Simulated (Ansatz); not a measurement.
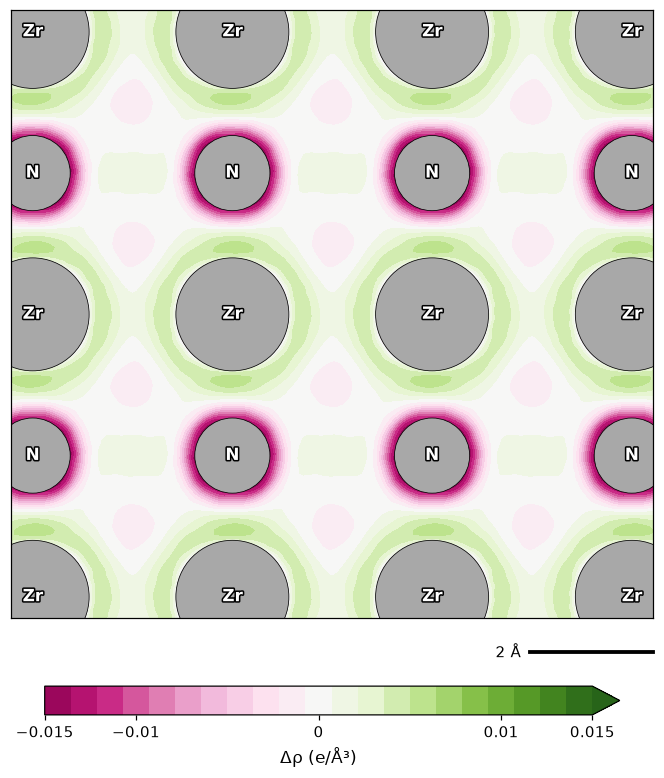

ZrN. Difference of the valence pseudo-densities of two functionals at the same geometry, on the (101̄) plane of the calculation cell: one of LDA and PBE less the other.

Both computed with Ansatz (plane waves, PAW), on the same k-point mesh. Grey discs cover the atomic cores.

### Which was subtracted from which, and what does the map show?

It is LDA less PBE. Against PBE, LDA gives more density around Zr (+0.004 e/Å³ on average at 1.2 Å from the nucleus), less density around N (−0.008 e/Å³ on average at 0.8 Å from the nucleus) and a change of +0.005 e/Å³ at the midpoint of Zr–N.
